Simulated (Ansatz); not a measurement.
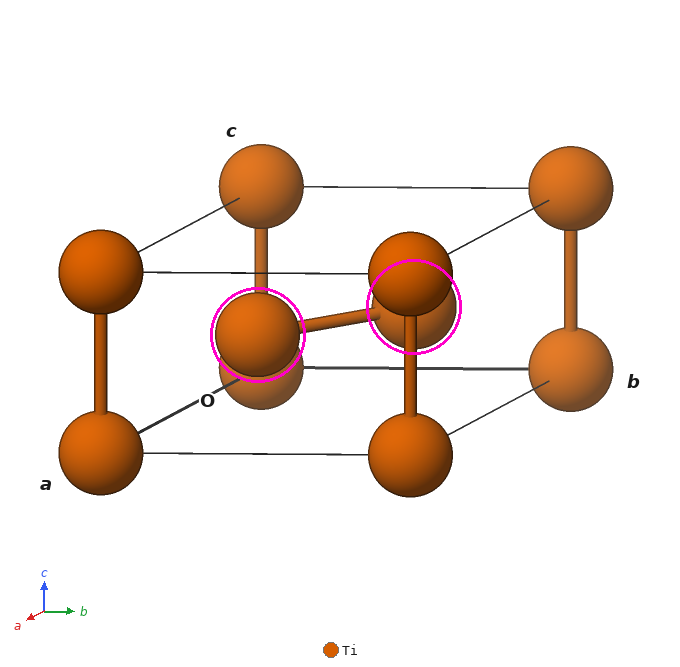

One unit cell; the ringed atoms, with their copies on corners, edges and faces, form one crystallographic orbit. Crystal: Ti, the end point of a relaxation with DFT, RPBE, plane waves (420 eV) with PAW, scalar-relativistic in Ansatz; the starting structure was generated, so it need not be a known form of this composition. Symmetry computed with spglib at a tolerance of 0.002 Å; standard conventional cell.

a = 4.629 Å, b = 4.629 Å, c = 2.857 Å, α = 90.00°, β = 90.00°, γ = 120.00°; space group P6/mmm (No. 191).

Which Wyckoff position do the ringed atoms fill?

Ti on 2d, site symmetry -6m2: 24 operations a cell over 12 that keep the site give 2 atoms, with 0 free parameters.

List their coordinates.

(1/3, 2/3, 1/2); (2/3, 1/3, 1/2).
